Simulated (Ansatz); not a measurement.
**What a change does: single-point calculation on Cu**

System: Cu (4 atoms in the cell).
Method of the first run: DFT r2SCAN, scalar-relativistic, plane waves, PAW, no spin polarisation (Ansatz 0.2.0).

The structure derives from a Materials Project entry. Text and figures count atoms from 1; the logs count them from 0 in places.

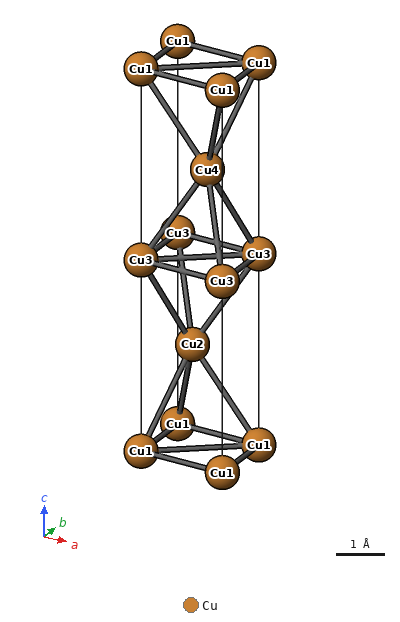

**Figure 1.** The input geometry (ball-and-stick view of the cell of the calculation, seen slightly off an axis; atoms are numbered from 1 in the order of the input). An atom can appear more than once, as a periodic image.

**The input, the first run**
```yaml
crystal:
  lattice:
    - [2.5293395074, 0.0, 0.0]
    - [-1.2646697537, 2.1904722682, 0.0]
    - [0.0, 0.0, 8.263939854]
  atoms:
    - { symbol: Cu, position: [0.0, 0.0, 0.0] }
    - { symbol: Cu, position: [0.3333333333, 0.6666666667, 0.25] }
    - { symbol: Cu, position: [0.0, 0.0, 0.5] }
    - { symbol: Cu, position: [0.6666666667, 0.3333333333, 0.75] }
basis:
  ecutwfc: 500
kpoints:
  mp_grid: { grid: [24, 24, 6] }
hamiltonian:
  xc: r2scan
scf:
  occupations: { method: gaussian, width: 0.1 }
output:
  forces: true
  stress: true
  eigenvalues: true
```

Command:
```bash
ansatz run input.yaml --threads 1 --pin off --max-ram 2560MiB --backend cpu --events-out ev --progress --plain --runs-dir out
```

Hardware: 1 thread of Intel Xeon @ 2.50GHz (Skylake/Cascade Lake), 189 GiB of memory available, shared host.

**Output, shortened to warnings, some set-up lines, iterations and results (the first run)**
```
Basis set: ecut = 500 eV, 1165 PW (Γ), exchange–correlation on 80×80×256 points (64 copies of the dense FFT grid, shifted against one another)
Symmetry: 24 space group operations
k-points: 244 of 3456
Initial density: superposition of atomic densities (neutral atoms: chi_scale 0, normalization atom), corrected by the library's trained network
[...]
SCF iter   1: F=—  HF=-26525.010908 eV  |F-HF|=—  |Δ(HF+E_count)|=         —  Δρ=4.02e-2  dr2=4.05e-1  dr2_τ=2.94e-3  ethr=1.77e-3  ⟨swp⟩=5.0  Hψ=35628  notcnv=0  defer=106
SCF iter   2: F=—  HF=-26524.966349 eV  |F-HF|=—  |Δ(HF+E_count)|=   4.46e-2  Δρ=1.06e-2  dr2=1.76e-2  dr2_τ=4.75e-3  ethr=5.32e-4  ⟨swp⟩=2.0  Hψ=19533  notcnv=0  defer=633
SCF iter   3: F=—  HF=-26524.944142 eV  |F-HF|=—  |Δ(HF+E_count)|=   2.22e-2  Δρ=9.49e-3  dr2=2.75e-2  dr2_τ=1.70e-4  ethr=2.32e-5  ⟨swp⟩=2.0  Hψ=21179  notcnv=0  defer=633
SCF iter   4: F=—  HF=-26524.937322 eV  |F-HF|=—  |Δ(HF+E_count)|=   6.82e-3  Δρ=1.80e-3  dr2=1.18e-3  dr2_τ=5.77e-5  ethr=2.32e-5  ⟨swp⟩=1.6  Hψ=13873  notcnv=0  defer=633
SCF iter   5: F=—  HF=-26524.938273 eV  |F-HF|=—  |Δ(HF+E_count)|=   9.51e-4  Δρ=3.04e-3  dr2=2.72e-3  dr2_τ=1.65e-5  ethr=1.55e-6  ⟨swp⟩=2.0  Hψ=20015  notcnv=0  defer=633
SCF iter   6: F=—  HF=-26524.937861 eV  |F-HF|=—  |Δ(HF+E_count)|=   4.12e-4  Δρ=6.89e-4  dr2=1.60e-4  dr2_τ=1.59e-6  ethr=1.55e-6  ⟨swp⟩=2.0  Hψ=15657  notcnv=0  defer=633
SCF iter   7: F=—  HF=-26524.937843 eV  |F-HF|=—  |Δ(HF+E_count)|=   1.76e-5  Δρ=1.30e-4  dr2=6.74e-6  dr2_τ=3.73e-8  ethr=2.11e-7  ⟨swp⟩=2.0  Hψ=14588  notcnv=0  defer=631
SCF iter   8: F=—  HF=-26524.937833 eV  |F-HF|=—  |Δ(HF+E_count)|=   9.65e-6  Δρ=2.18e-5  dr2=1.99e-7  dr2_τ=2.03e-9  ethr=8.87e-9  ⟨swp⟩=2.1  Hψ=15313  notcnv=0  defer=631
SCF iter   9: F=-26524.937833 eV  HF=-26524.937833 eV  |F-HF|=1.93e-9  |Δ(HF+E_count)|=   1.12e-7  Δρ=6.82e-6  dr2=1.37e-8  dr2_τ=1.09e-10  ethr=1.32e-10  ⟨swp⟩=8.2  Hψ=48102 …
SCF 1 converged in 9 iterations: F = -26524.937833 eV  dr2 = 1.37e-8
SCF converged after 9 iterations
Free energy (F): -26524.937833 eV
Harris-Foulkes:  -26524.937833 eV  (|F-HF|=1.93e-9)
Internal energy: -26524.933169 eV  (E = F + TS)
E sigma→0 (E₀):  -26524.935501 eV
Entropy (-TS):   -0.004664 eV (-1.166 meV/atom)
Fermi energy:    17.251354 eV
--- Per-component energies (eV) ---
  E_band       = -1499.727240
  E_kinetic    = 1200.106774
  E_local      = -16013.292481  (includes V_loc(G=0)·N_el)
  E_nonlocal   = 1581.583373
  E_hartree    = 7079.983036
  E_xc         = -335.711364
  E_vxc        = -499.465589  (∫ρ·V_xc dr)
  E_paw        = -6712.559678  (= ΣΔE_a)
  E_vpaw       = -1964.601400  (= ΣTr[D̂ρ^β])
  E_aug_tail   = 0.000603  (compensation charges beyond the density's cutoff)
  E_vtau       = 35.962377  (kinetic-family band-sum trace: ∫τ·v_τ [+ j·A + Jᵃ·Aᵃ] dr)
  E_ewald      = -13323.839000
  E_core_change = -1.204432  (= ΣΔE_core)
  E_smearing   = -0.004664  (= −TS)
  E_closure    = 0.000000  (closes the sum)
  Σ components = -26524.937833   (vs F -26524.937833, Δ=0.00e0)
--- Forces (eV/Å), atoms counted from 1 ---
  atom   1  Cu    -0.00000000     0.00000000     0.00000000
  atom   2  Cu     0.00000000     0.00000000     0.00000000
  atom   3  Cu    -0.00000000     0.00000000     0.00000000
  atom   4  Cu    -0.00000000     0.00000000     0.00000000
  max |Σ_I F_I| component: 2.31e-18 eV/Å
--- Stress (GPa, compression-positive) ---
       -0.155297       0.000000       0.000000
       -0.000000      -0.155297       0.000000
        0.000000       0.000000       0.210811
  P = ⅓ Tr σ = -0.0333 GPa (-0.333 kbar)
```

The input of the second run differs as follows (lines with − go, lines with + come):
```diff
-    - [2.5293395074, 0.0, 0.0]
-    - [-1.2646697537, 2.1904722682, 0.0]
-    - [0.0, 0.0, 8.263939854]
+    - [2.5307640267, 0.0, 0.0]
+    - [-1.2653820134, 2.1917059381, 0.0]
+    - [0.0, 0.0, 8.26181508]
-    - { symbol: Cu, position: [0.3333333333, 0.6666666667, 0.25] }
+    - { symbol: Cu, position: [0.33333333, 0.66666667, 0.25] }
-    - { symbol: Cu, position: [0.6666666667, 0.3333333333, 0.75] }
+    - { symbol: Cu, position: [0.66666667, 0.33333333, 0.75] }
-  mp_grid: { grid: [24, 24, 6] }
+  mp_grid: { grid: [12, 12, 2] }
```

How does the second run compare with the first run?

With the same functional and potentials, the second run lies 6.4 meV per atom higher (other lines of the input change too). The pressure goes from −0.03 to −0.18 GPa. The number of SCF iterations is the same. The irreducible k-points go from 244 to 38. On the same kind of shared host the second run took about 0.17 times as long.

**Output, shortened to warnings, some set-up lines, iterations and results (the second run)**
```
Basis set: ecut = 500 eV, 1165 PW (Γ), exchange–correlation on 80×80×256 points (64 copies of the dense FFT grid, shifted against one another)
Symmetry: 24 space group operations
k-points: 38 of 288
Initial density: superposition of atomic densities (neutral atoms: chi_scale 0, normalization atom), corrected by the library's trained network
[...]
SCF iter   1: F=—  HF=-26524.981271 eV  |F-HF|=—  |Δ(HF+E_count)|=         —  Δρ=3.95e-2  dr2=3.91e-1  dr2_τ=2.95e-3  ethr=1.77e-3  ⟨swp⟩=4.9  Hψ=5611  notcnv=0  defer=16
SCF iter   2: F=—  HF=-26524.940586 eV  |F-HF|=—  |Δ(HF+E_count)|=   4.07e-2  Δρ=1.10e-2  dr2=1.97e-2  dr2_τ=4.57e-3  ethr=5.14e-4  ⟨swp⟩=2.0  Hψ=3038  notcnv=0  defer=104
SCF iter   3: F=—  HF=-26524.918066 eV  |F-HF|=—  |Δ(HF+E_count)|=   2.25e-2  Δρ=9.17e-3  dr2=2.57e-2  dr2_τ=1.63e-4  ethr=2.60e-5  ⟨swp⟩=2.0  Hψ=3287  notcnv=0  defer=104
SCF iter   4: F=—  HF=-26524.911754 eV  |F-HF|=—  |Δ(HF+E_count)|=   6.31e-3  Δρ=2.13e-3  dr2=1.45e-3  dr2_τ=5.23e-5  ethr=2.60e-5  ⟨swp⟩=1.6  Hψ=2104  notcnv=0  defer=104
SCF iter   5: F=—  HF=-26524.912109 eV  |F-HF|=—  |Δ(HF+E_count)|=   3.55e-4  Δρ=2.14e-3  dr2=1.37e-3  dr2_τ=1.21e-5  ethr=1.91e-6  ⟨swp⟩=2.0  Hψ=2484  notcnv=0  defer=104
SCF iter   6: F=—  HF=-26524.912175 eV  |F-HF|=—  |Δ(HF+E_count)|=   6.56e-5  Δρ=4.38e-4  dr2=8.06e-5  dr2_τ=8.36e-7  ethr=1.80e-6  ⟨swp⟩=2.0  Hψ=2327  notcnv=0  defer=104
SCF iter   7: F=—  HF=-26524.912169 eV  |F-HF|=—  |Δ(HF+E_count)|=   6.05e-6  Δρ=1.03e-4  dr2=6.74e-6  dr2_τ=4.01e-8  ethr=1.06e-7  ⟨swp⟩=2.1  Hψ=2376  notcnv=0  defer=104
SCF iter   8: F=—  HF=-26524.912170 eV  |F-HF|=—  |Δ(HF+E_count)|=   7.33e-7  Δρ=3.47e-5  dr2=6.71e-7  dr2_τ=3.31e-9  ethr=8.87e-9  ⟨swp⟩=2.1  Hψ=2094  notcnv=0  defer=104
SCF iter   9: F=-26524.912170 eV  HF=-26524.912170 eV  |F-HF|=8.73e-9  |Δ(HF+E_count)|=   8.87e-9  Δρ=1.04e-5  dr2=3.09e-8  dr2_τ=2.61e-10  ethr=1.32e-10  ⟨swp⟩=7.2  Hψ=8018  …
SCF 1 converged in 9 iterations: F = -26524.912170 eV  dr2 = 3.09e-8
SCF converged after 9 iterations
Free energy (F): -26524.912170 eV
Harris-Foulkes:  -26524.912170 eV  (|F-HF|=8.73e-9)
Internal energy: -26524.894645 eV  (E = F + TS)
E sigma→0 (E₀):  -26524.903407 eV
Entropy (-TS):   -0.017524 eV (-4.381 meV/atom)
Fermi energy:    17.091787 eV
--- Per-component energies (eV) ---
  E_band       = -1501.737503
  E_kinetic    = 1199.938674
  E_local      = -16018.294738  (includes V_loc(G=0)·N_el)
  E_nonlocal   = 1581.059031
  E_hartree    = 7081.380492
  E_xc         = -335.717218
  E_vxc        = -499.477542  (∫ρ·V_xc dr)
  E_paw        = -6712.079235  (= ΣΔE_a)
  E_vpaw       = -1963.710221  (= ΣTr[D̂ρ^β])
  E_aug_tail   = 0.000603  (compensation charges beyond the density's cutoff)
  E_vtau       = 35.964943  (kinetic-family band-sum trace: ∫τ·v_τ [+ j·A + Jᵃ·Aᵃ] dr)
  E_ewald      = -13319.977822
  E_core_change = -1.204432  (= ΣΔE_core)
  E_smearing   = -0.017524  (= −TS)
  E_closure    = -0.000000  (closes the sum)
  Σ components = -26524.912170   (vs F -26524.912170, Δ=0.00e0)
--- Forces (eV/Å), atoms counted from 1 ---
  atom   1  Cu     0.00000000     0.00000000    -0.00000000
  atom   2  Cu     0.00000000     0.00000000     0.00000000
  atom   3  Cu    -0.00000000     0.00000000     0.00000000
  atom   4  Cu     0.00000000    -0.00000000     0.00000000
  max |Σ_I F_I| component: 2.10e-30 eV/Å
--- Stress (GPa, compression-positive) ---
       -0.027394       0.000000       0.000000
        0.000000      -0.027394       0.000000
        0.000000       0.000000      -0.498350
  P = ⅓ Tr σ = -0.1844 GPa (-1.844 kbar)
```

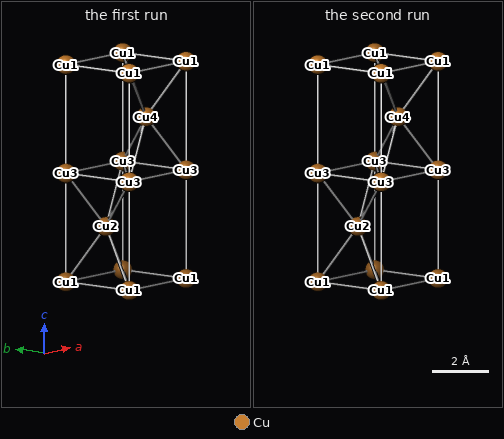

**Figure 2.** The two input geometries at one scale (ball-and-stick view of the cell of the calculation, seen at an oblique angle). No atom moves by more than 0.005 Å relative to the cell. The drawn cell changes as follows: a = b 2.529 → 2.531 Å (+0.1 %), c 8.264 → 8.262 Å (0.0 %); the volume changes by +0.1 %.

**The two runs side by side**

| quantity | the first run | the second run |
| --- | --- | --- |
| outcome | converged | converged |
| free energy per atom (eV) | −6631.2345 | −6631.2280 |
| energy per atom, smearing taken to zero (eV) | −6631.2339 | −6631.2259 |
| gap on the mesh (eV) | 0.00 | 0.00 |
| pressure (GPa) | −0.03 | −0.18 |
| volume per atom (Å³) | 11.45 | 11.46 |
| largest force (eV/Å) | 0.000 | 0.000 |
| SCF iterations | 9 | 9 |
| irreducible k-points | 244 | 38 |
| plane waves at Γ | 1165 | 1165 |
| wall time (shared host) | 95 s | 16 s |
